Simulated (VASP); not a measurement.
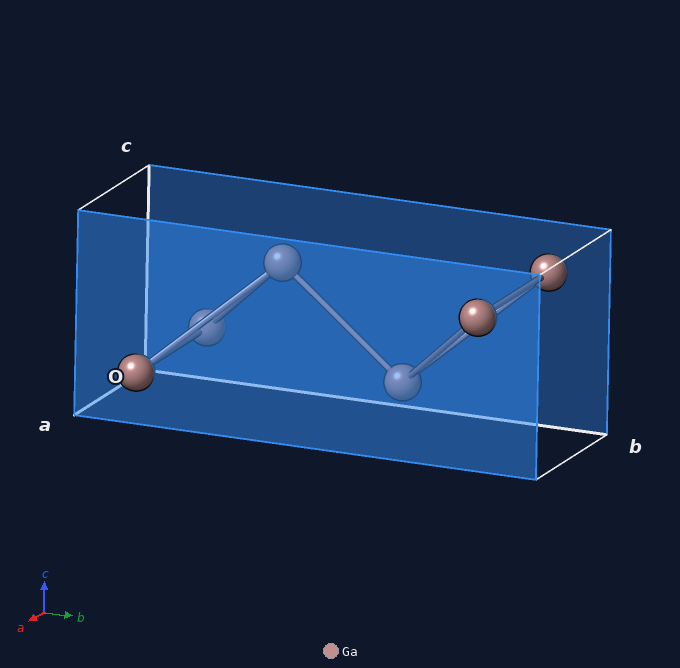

Crystal: Ga, coordinates from a relaxation with VASP Kohn-Sham DFT of a periodic cell, B3LYP, VASP PAW PBE potentials, recommended (VASP). Every member of one family of equally spaced planes, hx + ky + lz = a whole number, that cuts the unit cell is shaded (one member passes through the origin O). All values are computed from the atomic coordinates in the standard setting (tolerance 0.002 Å).

a = 2.750 Å, b = 8.401 Å, c = 3.496 Å, α = 90.00°, β = 92.56°, γ = 90.00°.

### What are the Miller indices?

(1 0 0); the opposite sign names the same planes. The member next to the origin meets the axes a at 1, b never, c never.

### What is the spacing?

d = 2.747 Å.

### Which atoms of the cell lie in these planes (within 0.03 Å)?

2 of the 4 Ga.
